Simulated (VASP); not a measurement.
# Geometry relaxation, with input and output: Ag (part 2 of 2)

Continued. System: Ag (1 atom in the cell). Method: Kohn-Sham DFT of a periodic cell, PBE with D4, VASP PAW PBE potentials, recommended, no spin polarisation (VASP 6.6.1); cutoff 600 eV, 18×18×18 k-mesh, methfessel-paxton of 0.1 eV. The structure was built on a prototype by a generator; it need not be a known phase. It belongs to a series of runs on one base structure; here: ladder = pbe-d4.

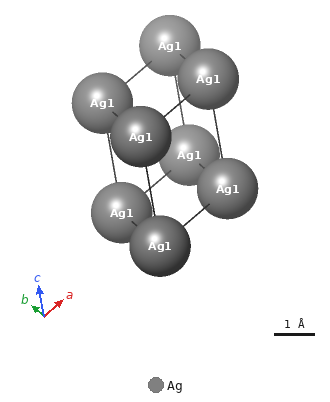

The geometry at step 3 of the log (spheres-only view of the cell of the calculation, seen slightly off an axis; atoms are numbered from 1 in the order of the input).

### Parts of OUTCAR, continued
```
------------------------ aborting loop because EDIFF is reached ----------------------------------------

  DFT-D4 for vdW energy calculation

  Edisp (eV):   -0.56329

  FORCE on cell =-STRESS in cart. coord.  units (eV):
  Direction    XX          YY          ZZ          XY          YZ          ZX
  --------------------------------------------------------------------------------------
  -------------------------------------------------------------------------------------
  Total      -0.15303    -0.15303    -0.15303    -0.00000    -0.00000     0.00000
  in kB     -14.25513   -14.25513   -14.25513    -0.00000    -0.00000     0.00000
  external pressure =      -14.26 kB  Pullay stress =        0.00 kB

 VOLUME and BASIS-vectors are now :
 -----------------------------------------------------------------------------
  energy-cutoff  :      600.00
  volume of cell :       17.20
      direct lattice vectors                 reciprocal lattice vectors
     0.000000000  2.048763465  2.048763465    -0.244049647  0.244049647  0.244049647
     2.048763465  0.000000000  2.048763465     0.244049647 -0.244049647  0.244049647
     2.048763465  2.048763465  0.000000000     0.244049647  0.244049647 -0.244049647

 POSITION                                       TOTAL-FORCE (eV/Angst)
 -----------------------------------------------------------------------------------
      2.04876      2.04876      4.09753        -0.000000     -0.000000      0.000000
 -----------------------------------------------------------------------------------
    total drift:                               -0.000000     -0.000000     -0.000000

  FREE ENERGIE OF THE ION-ELECTRON SYSTEM (eV)
  ---------------------------------------------------
  free  energy   TOTEN  =        -3.2762643365 eV

  energy  without entropy=       -3.2761318792  energy(sigma->0) =       -3.27622018

--------------------------------------- Ionic step        3  -------------------------------------------

 number of electron      10.9999999 magnetization

------------------------ aborting loop because EDIFF is reached ----------------------------------------

  DFT-D4 for vdW energy calculation

  Edisp (eV):   -0.57029

  FORCE on cell =-STRESS in cart. coord.  units (eV):
  Direction    XX          YY          ZZ          XY          YZ          ZX
  --------------------------------------------------------------------------------------
  -------------------------------------------------------------------------------------
  Total      -0.00626    -0.00626    -0.00626    -0.00000     0.00000    -0.00000
  in kB      -0.59080    -0.59080    -0.59080    -0.00000     0.00000    -0.00000
  external pressure =       -0.59 kB  Pullay stress =        0.00 kB

 VOLUME and BASIS-vectors are now :
 -----------------------------------------------------------------------------
  energy-cutoff  :      600.00
  volume of cell :       16.97
      direct lattice vectors                 reciprocal lattice vectors
     0.000000000  2.039737628  2.039737628    -0.245129566  0.245129566  0.245129566
     2.039737628  0.000000000  2.039737628     0.245129566 -0.245129566  0.245129566
     2.039737628  2.039737628  0.000000000     0.245129566  0.245129566 -0.245129566

 POSITION                                       TOTAL-FORCE (eV/Angst)
 -----------------------------------------------------------------------------------
      0.00000      0.00000      0.00000        -0.000000     -0.000000      0.000000
 -----------------------------------------------------------------------------------
    total drift:                               -0.000000     -0.000000     -0.000000

  FREE ENERGIE OF THE ION-ELECTRON SYSTEM (eV)
  ---------------------------------------------------
  free  energy   TOTEN  =        -3.2772494564 eV

  energy  without entropy=       -3.2770793232  energy(sigma->0) =       -3.27719275

--------------------------------------- Ionic step        4  -------------------------------------------

 number of electron      10.9999999 magnetization

------------------------ aborting loop because EDIFF is reached ----------------------------------------

  DFT-D4 for vdW energy calculation

  Edisp (eV):   -0.57053

  FORCE on cell =-STRESS in cart. coord.  units (eV):
  Direction    XX          YY          ZZ          XY          YZ          ZX
  --------------------------------------------------------------------------------------
  -------------------------------------------------------------------------------------
  Total       0.01040     0.01040     0.01040     0.00000    -0.00000     0.00000
  in kB       0.98197     0.98197     0.98197     0.00000    -0.00000     0.00000
  external pressure =        0.98 kB  Pullay stress =        0.00 kB

 VOLUME and BASIS-vectors are now :
 -----------------------------------------------------------------------------
  energy-cutoff  :      600.00
  volume of cell :       16.97
      direct lattice vectors                 reciprocal lattice vectors
     0.000000000  2.039429601  2.039429601    -0.245166590  0.245166590  0.245166590
     2.039429601  0.000000000  2.039429601     0.245166590 -0.245166590  0.245166590
     2.039429601  2.039429601  0.000000000     0.245166590  0.245166590 -0.245166590

 POSITION                                       TOTAL-FORCE (eV/Angst)
 -----------------------------------------------------------------------------------
      0.00000      0.00000      0.00000         0.000000      0.000000      0.000000
 -----------------------------------------------------------------------------------
    total drift:                               -0.000000     -0.000000     -0.000000

  FREE ENERGIE OF THE ION-ELECTRON SYSTEM (eV)
  ---------------------------------------------------
  free  energy   TOTEN  =        -3.2772460590 eV

  energy  without entropy=       -3.2770747590  energy(sigma->0) =       -3.27718896

--------------------------------------- Ionic step        5  -------------------------------------------

 number of electron      10.9999999 magnetization

------------------------ aborting loop because EDIFF is reached ----------------------------------------

  DFT-D4 for vdW energy calculation

  Edisp (eV):   -0.57049

  FORCE on cell =-STRESS in cart. coord.  units (eV):
  Direction    XX          YY          ZZ          XY          YZ          ZX
  --------------------------------------------------------------------------------------
  -------------------------------------------------------------------------------------
  Total       0.01033     0.01033     0.01033     0.00000     0.00000    -0.00000
  in kB       0.97522     0.97522     0.97522     0.00000     0.00000    -0.00000
  external pressure =        0.98 kB  Pullay stress =        0.00 kB

 VOLUME and BASIS-vectors are now :
 -----------------------------------------------------------------------------
  energy-cutoff  :      600.00
  volume of cell :       16.97
      direct lattice vectors                 reciprocal lattice vectors
     0.000000000  2.039479597  2.039479597    -0.245160580  0.245160580  0.245160580
     2.039479597 -0.000000000  2.039479597     0.245160580 -0.245160580  0.245160580
     2.039479597  2.039479597  0.000000000     0.245160580  0.245160580 -0.245160580

 POSITION                                       TOTAL-FORCE (eV/Angst)
 -----------------------------------------------------------------------------------
      0.00000      0.00000      0.00000        -0.000000      0.000000     -0.000000
 -----------------------------------------------------------------------------------
    total drift:                               -0.000000      0.000000     -0.000000

  FREE ENERGIE OF THE ION-ELECTRON SYSTEM (eV)
  ---------------------------------------------------
  free  energy   TOTEN  =        -3.2772474130 eV

  energy  without entropy=       -3.2770763054  energy(sigma->0) =       -3.27719038

--------------------------------------- Ionic step        6  -------------------------------------------

 number of electron      10.9999999 magnetization

 Free energy of the ion-electron system (eV)
  ---------------------------------------------------
  ext. energy  EPLUGINS =         0.00000000
  ---------------------------------------------------
  free energy    TOTEN  =        -2.70687142 eV

  energy without entropy =       -2.70670087  energy(sigma->0) =       -2.70681457

 E-fermi :   8.4499     XC(G=0): -12.2380     alpha+bet :-13.5258

 val. band max:        8.4294764142   @ k =   0.5000   0.1667   0.0556
 cond. band min:       8.6037264530   @ k =   0.5000   0.3333   0.1111
 fundamental gap:      0.1742500388
 Fermi energy:         8.4499040250

 k-point     1 :       0.0000    0.0000    0.0000
  band No.  band energies     occupation
      1       0.6934      2.00000
      2       3.6725      2.00000
      3       3.6725      2.00000
      4       3.6725      2.00000
      5       4.7153      2.00000
      6       4.7153      2.00000
      7      24.5305      0.00000
      8      28.1373      0.00000
      9      28.1373      0.00000

 k-point     2 :       0.0556    0.0000    0.0000
  band No.  band energies     occupation
      1       0.7905      2.00000
      2       3.6497      2.00000
      3       3.6997      2.00000
      4       3.6997      2.00000
      5       4.7046      2.00000
      6       4.7046      2.00000
      7      24.5540      0.00000
      8      27.2960      0.00000
      9      28.1796      0.00000

 k-point     3 :       0.1111    0.0000    0.0000
  band No.  band energies     occupation
      1       1.0713      2.00000
      2       3.5965      2.00000
      3       3.7705      2.00000
      4       3.7705      2.00000
      5       4.6838      2.00000
      6       4.6838      2.00000
      7      24.3216      0.00000
      8      25.8824      0.00000
      9      28.2832      0.00000

 k-point     4 :       0.1667    0.0000    0.0000
  band No.  band energies     occupation
      1       1.4912      2.00000
      2       3.5694      2.00000
      3       3.8491      2.00000
      4       3.8491      2.00000
      5       4.6878      2.00000
      6       4.6878      2.00000
      7      22.8287      0.00000
      8      25.4347      0.00000
      9      28.3747      0.00000

 k-point     5 :       0.2222    0.0000    0.0000
  band No.  band energies     occupation
      1       1.9239      2.00000
      2       3.7094      2.00000
      3       3.8829      2.00000
      4       3.8829      2.00000
      5       4.7665      2.00000
      6       4.7665      2.00000
      7      20.7513      0.00000
      8      25.2759      0.00000
      9      28.3276      0.00000

 [... the levels of 18 k-points are left out ...]

 k-point    24 :      -0.2222    0.0556    0.0000
  band No.  band energies     occupation
      1       2.1102      2.00000
      2       3.6816      2.00000
      3       3.9188      2.00000
      4       3.9382      2.00000
      5       4.6668      2.00000
      6       5.0365      2.00000
      7      20.0991      0.00000
      8      24.7617      0.00000
      9      27.1842      0.00000

 [... further k-points ...]

------------------------ aborting loop because EDIFF is reached ----------------------------------------

  DFT-D4 for vdW energy calculation

  Edisp (eV):   -0.57038

  FORCE on cell =-STRESS in cart. coord.  units (eV):
  Direction    XX          YY          ZZ          XY          YZ          ZX
  --------------------------------------------------------------------------------------
  -------------------------------------------------------------------------------------
  Total       0.00468     0.00468     0.00468    -0.00000     0.00000    -0.00000
  in kB       0.44217     0.44217     0.44217    -0.00000     0.00000    -0.00000
  external pressure =        0.44 kB  Pullay stress =        0.00 kB

 VOLUME and BASIS-vectors are now :
 -----------------------------------------------------------------------------
  energy-cutoff  :      600.00
  volume of cell :       16.97
      direct lattice vectors                 reciprocal lattice vectors
     0.000000000  2.039629583  2.039629583    -0.245142551  0.245142551  0.245142551
     2.039629583 -0.000000000  2.039629583     0.245142551 -0.245142551  0.245142551
     2.039629583  2.039629583  0.000000000     0.245142551  0.245142551 -0.245142551

 POSITION                                       TOTAL-FORCE (eV/Angst)
 -----------------------------------------------------------------------------------
      0.00000      0.00000      0.00000         0.000000      0.000000      0.000000
 -----------------------------------------------------------------------------------
    total drift:                               -0.000000      0.000000     -0.000000

  FREE ENERGIE OF THE ION-ELECTRON SYSTEM (eV)
  ---------------------------------------------------
  free  energy   TOTEN  =        -3.2772490510 eV

  energy  without entropy=       -3.2770784980  energy(sigma->0) =       -3.27719220

 reached required accuracy - stopping structural energy minimisation
```

### CONTCAR
```
Ag
   1.00000000000000
     0.0000000000000000    2.0396295834477165    2.0396295834477165
     2.0396295834477165   -0.0000000000000000    2.0396295834477165
     2.0396295834477165    2.0396295834477165    0.0000000000000000
  Ag
     1
Direct
     0.0000000000000000    0.0000000000000000    0.0000000000000000

  0.00000000E+00  0.00000000E+00  0.00000000E+00
```

### Trajectory as extended XYZ (Å, eV, eV/Å), 6 frames, from step=0 to step=5
```
1
Lattice="0.0000 2.0300 2.0300 2.0300 0.0000 2.0300 2.0300 2.0300 0.0000" Properties=species:S:1:pos:R:3:forces:R:3 step=0 energy=-3.27597
Ag    0.0000    0.0000    0.0000    0.0000   0.0000   0.0000
1
Lattice="0.0000 2.0488 2.0488 2.0488 0.0000 2.0488 2.0488 2.0488 0.0000" Properties=species:S:1:pos:R:3:forces:R:3 step=1 energy=-3.27626
Ag    2.0488    2.0488    4.0975    0.0000   0.0000   0.0000
1
Lattice="0.0000 2.0397 2.0397 2.0397 0.0000 2.0397 2.0397 2.0397 0.0000" Properties=species:S:1:pos:R:3:forces:R:3 step=2 energy=-3.27725
Ag    0.0000    0.0000    0.0000    0.0000   0.0000   0.0000
1
Lattice="0.0000 2.0394 2.0394 2.0394 0.0000 2.0394 2.0394 2.0394 0.0000" Properties=species:S:1:pos:R:3:forces:R:3 step=3 energy=-3.27725
Ag    0.0000    0.0000    0.0000    0.0000   0.0000   0.0000
1
Lattice="0.0000 2.0395 2.0395 2.0395 -0.0000 2.0395 2.0395 2.0395 0.0000" Properties=species:S:1:pos:R:3:forces:R:3 step=4 energy=-3.27725
Ag    0.0000    0.0000    0.0000    0.0000   0.0000   0.0000
1
Lattice="0.0000 2.0396 2.0396 2.0396 -0.0000 2.0396 2.0396 2.0396 0.0000" Properties=species:S:1:pos:R:3:forces:R:3 step=5 energy=-3.27725
Ag    0.0000    0.0000    0.0000    0.0000   0.0000   0.0000
```

This output came from the following input.

### INCAR
```
PREC     = Accurate       # precision mode
ENCUT    = 600            # plane-wave cutoff, eV
EDIFF    = 1E-6           # SCF threshold, eV
ISMEAR   = 1              # smearing method
SIGMA    = 0.1            # smearing width, eV
LREAL    = False          # projectors in reciprocal space
LASPH    = True           # aspherical terms in the spheres
NELM     = 120            # most SCF steps
ALGO     = Fast           # electronic algorithm
ISIF     = 3              # what is computed and relaxed
LWAVE    = False          # write WAVECAR
LCHARG   = False          # write CHGCAR
GGA      = PE             # functional
IVDW     = 13             # dispersion correction
IBRION   = 2              # ionic algorithm
NSW      = 60             # ionic steps
EDIFFG   = -0.005         # ionic threshold
```

### KPOINTS
```
Automatic mesh
0
Gamma
  18 18 18
```

### POSCAR
```
Ag
1.0
    0.0000000000      2.0300000000      2.0300000000
    2.0300000000      0.0000000000      2.0300000000
    2.0300000000      2.0300000000      0.0000000000
Ag
1
Direct
    0.0000000000      0.0000000000      0.0000000000
```

Launch command:
```bash
cat potpaw_PBE.64/Ag/POTCAR > POTCAR
mpirun -np 1 vasp_std > vasp.out
```

### Key numbers

- outcome: converged
- space group (tolerance 0.01 Å): Fm-3m (225)
- electrons treated: 11
- free energy: −3.2772 eV
- dispersion energy: −0.5704 eV
- Fermi energy: 8.450 eV
- gap on the k-point mesh: none (metallic)
- pressure: 0.04 GPa
- final volume: 16.97 Å³
- largest force (length of the vector) at the end: under 0.001 eV/Å
- final cell: a = 2.884 Å, b = 2.884 Å, c = 2.884 Å, α = 60.00°, β = 60.00°, γ = 60.00°
- hardware: 1 thread of Intel Xeon (Granite Rapids), 64 GiB of memory available, shared host
- wall time: 30 s
- peak memory: 0.18 GiB
